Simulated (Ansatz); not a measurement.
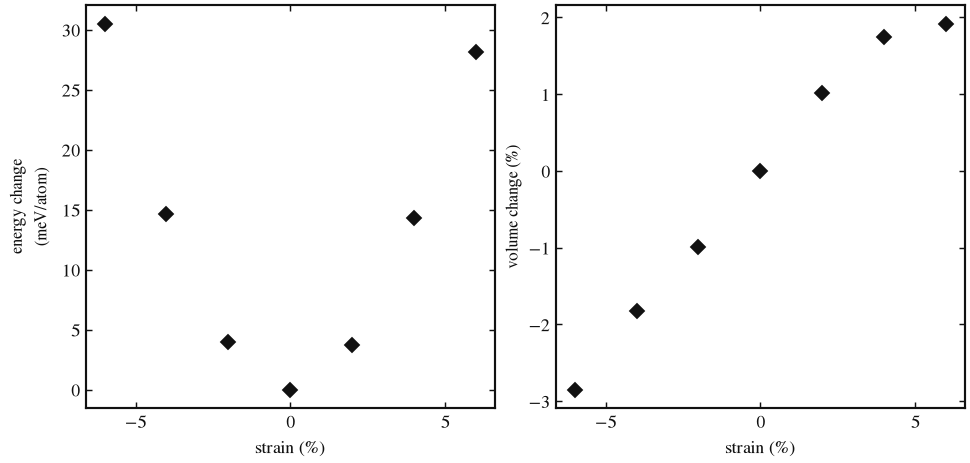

The figure shows the energy change and volume change against strain for Ti, space group Fm-3m (No. 225).

Cell as given: a = 2.868 Å, b = 2.868 Å, c = 4.056 Å, α = 90.00°, β = 90.00°, γ = 90.00°; 2 atoms.

Calculation (Ansatz 0.2.0): energy, stress and cell of a relaxed crystal along a series of strains, atoms and what the cell freedom names relaxed within the symmetry; plane waves with PAW datasets, Γ-centred k mesh; energies extrapolated to zero smearing. Level: PBEsol, no spin polarisation.

wave cutoff 420 eV; k mesh 18×18×14; occupations Gaussian; smearing width 0.1 eV; strain kind biaxial in the ab plane; cell freedom length and tilt of c free.

Is the given structure stable along this path?

Answer. Yes: the energy rises on both sides of the starting structure, which is therefore a minimum along this path.

Read off the course of the volume change.

Answer. It rises from −2.85 % at strain −6 % to 1.92 % at 6 %.

Is there a gap?

Answer. No, the levels on the k mesh show a metal at every point.
